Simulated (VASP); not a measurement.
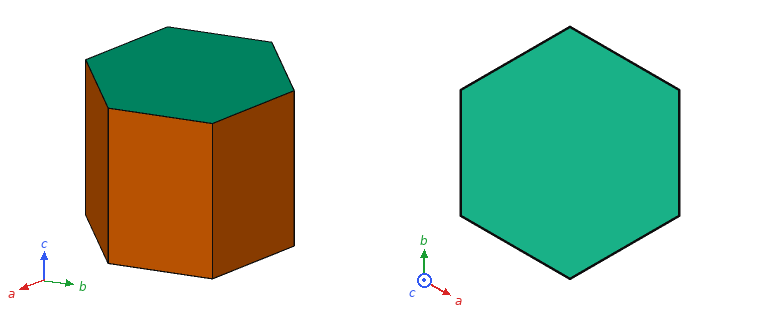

Two views of one computed crystal shape (BFDH rule; symmetry-equivalent faces share a colour; the right view looks down the c axis). A face and its opposite count as equivalent. Forms under 0.4 % of the area are left out.

> What symmetry does this shape have?

Hexagonal, Laue class 6/mmm. A BFDH shape is always centrosymmetric and shows few forms, so it can't tell the point group within that class, and the other Laue class of the same system could look alike. It was computed for Si in P6/mmm, with forms {100} and {001}.

Source: the geometry relaxed with VASP Kohn-Sham DFT of a periodic cell, optB88-vdW, VASP PAW PBE potentials, recommended (VASP 6.6.1).
